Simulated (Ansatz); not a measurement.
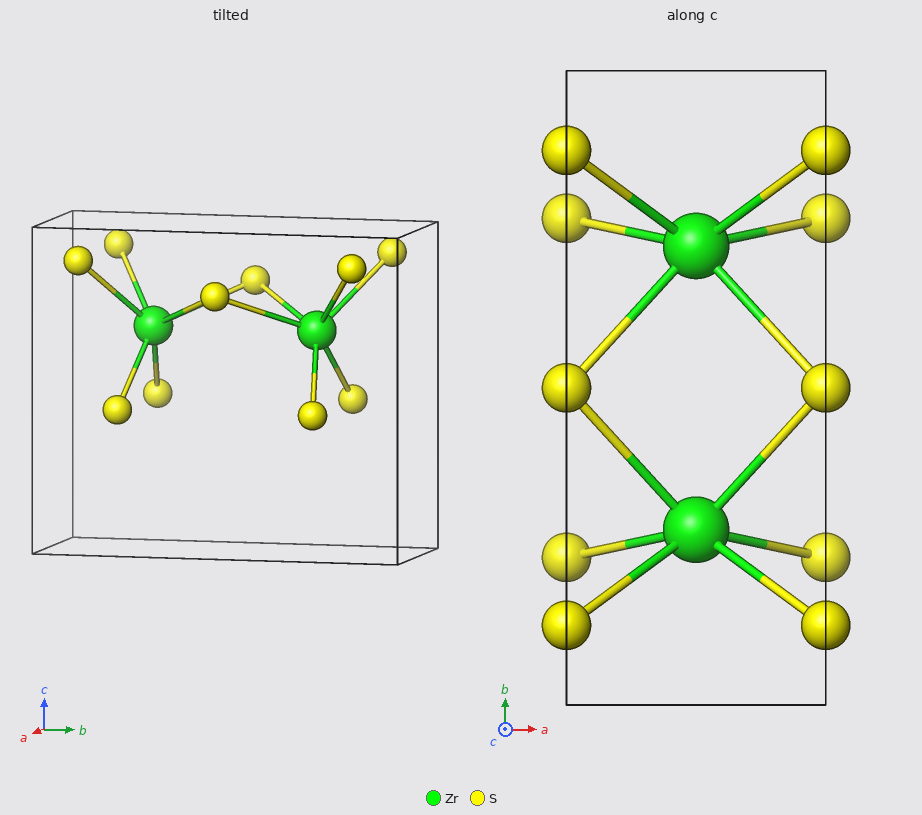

An orthographic ball-and-stick view of the structure, slightly off an axis and along the c axis. The conventional unit cell is drawn as a box.

Zr2S5, space group Pmm2 (No. 25), a = 3.42 Å, b = 8.37 Å, c = 7.27 Å, α = 90.00°, β = 90.00°, γ = 90.00°.

The calculation used Ansatz, DFT PBE, scalar-relativistic, plane waves, PAW, with a basis cut at 420 eV, k-points on a 10×4×6 grid, Gaussian smearing of 0.02 eV, no spin polarisation.

What is the band gap, if any?

A semiconductor at this level, with a gap of 0.38 eV on the k-mesh (the true edges may lie between mesh points, so the gap can be somewhat smaller).

Its origin is a random cell made by a generator, so it need not be a real form of the compound. Relaxation method: DFT PBE, scalar-relativistic, plane waves, PAW (Ansatz 0.2.0).
